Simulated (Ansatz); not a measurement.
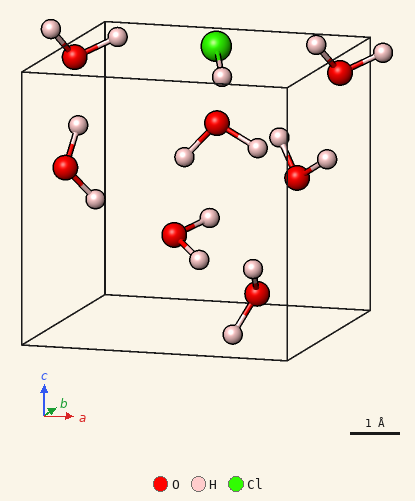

Starting frame of a dynamics run of a periodic cell with 6 H2O + 1 HCl at 1.299 g/cm³. A ball-and-stick model of the simulation cell, seen slightly off an axis.

Computed with Ansatz, DFT PBE-D3(BJ), scalar-relativistic, plane waves, PAW.

Input
```yaml
accuracy: low
crystal:
  lattice:
    - [5.695965, 0.0, 0.0]
    - [0.0, 5.695965, 0.0]
    - [0.0, 0.0, 5.695965]
  atoms:
    - { symbol: O, position: [0.72888758, 0.98493066, 0.47229441] }
    - { symbol: H, position: [0.86289921, 0.91780513, 0.56075538] }
    - { symbol: H, position: [0.63859445, 1.05955008, 0.60143147] }
    - { symbol: O, position: [0.37873136, 0.62462716, 0.30978916] }
    - { symbol: H, position: [0.46773391, 0.76667397, 0.35085477] }
    - { symbol: H, position: [0.50454334, 0.52401962, 0.24431936] }
    - { symbol: O, position: [0.97107653, 0.72757319, -0.08149012] }
    - { symbol: H, position: [0.91679787, 0.6155612, 0.03871545] }
    - { symbol: H, position: [1.10894888, 0.80439472, -0.0139808] }
    - { symbol: O, position: [0.77188859, 0.36752259, 0.16453084] }
    - { symbol: H, position: [0.70279459, 0.29354594, 0.02485176] }
    - { symbol: H, position: [0.79636089, 0.23930165, 0.28021445] }
    - { symbol: O, position: [0.03882419, 0.40008633, 0.57818095] }
    - { symbol: H, position: [0.05245807, 0.51074933, 0.71352127] }
    - { symbol: H, position: [0.12747541, 0.47975462, 0.45277323] }
    - { symbol: O, position: [0.56994816, 0.52808299, 0.74817636] }
    - { symbol: H, position: [0.45254475, 0.51162561, 0.61995401] }
    - { symbol: H, position: [0.72101212, 0.53591851, 0.66386796] }
    - { symbol: Cl, position: [0.41873265, 1.00200809, 0.93333214] }
    - { symbol: H, position: [0.50618634, 0.79231722, 0.86494505] }
basis:
  ecutwfc: 420.0
kpoints:
  mp_grid: { grid: [1, 1, 1] }
hamiltonian:
  xc: pbe
  dispersion: d3bj
scf:
  occupations: { method: fermi_dirac, width: 0.02 }
  lower_state_search: "off"
md:
  timestep: 0.5
  n_steps: 300
  ensemble: nvt_langevin
  temperature: 250.0
  initial_velocities: maxwell_boltzmann
  seed: 835303
  friction: 0.02
```

Command:
```bash
ansatz run input.yaml --threads 1 --pin off --max-ram 3072MiB --backend cpu --events-out ev --progress --plain --runs-dir out
```

Question: What does the trajectory do?

Answer: The mean temperature in the second half is 324 K (standard deviation 57 K). The potential energy in the second half lies on average 4.7 meV per atom above the first frame. In the second half of the run the atoms are, in the root-mean-square, this far from where they began (common drift taken out): H 0.44 Å, O 0.33 Å, Cl 0.08 Å. The heavy atoms stay within a fraction of a molecule's size of their starting places; so short a run doesn't tell a liquid from a solid. Bond changes: 2 H–O bonds form between 92 fs and 128 fs.

Along the run (each row but the first and the last is the mean over the interval that it begins):

```tsv
time (fs)	potential energy (meV/atom)	T (K)
0.0	0.0	238
25.0	18.6	162
50.0	20.5	214
75.0	11.4	266
100.0	1.2	351
125.0	1.8	354
150.0	-9.8	410
```

The paths of the atoms:

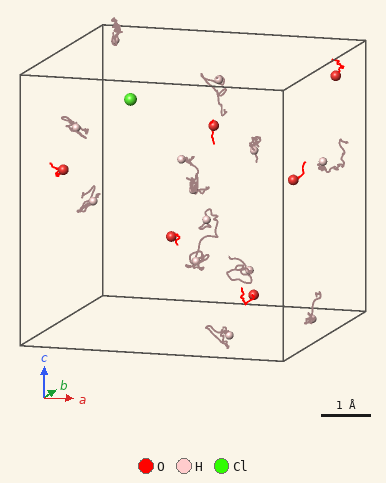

Limits of the set-up: the program's low-accuracy preset was used; the periodic images lie only 5.7 Å apart, so the values are limited by the cell's size.

The run took 3.5 min on 1 thread of Arm Neoverse V2 (shared host), peak memory 0.31 GiB.
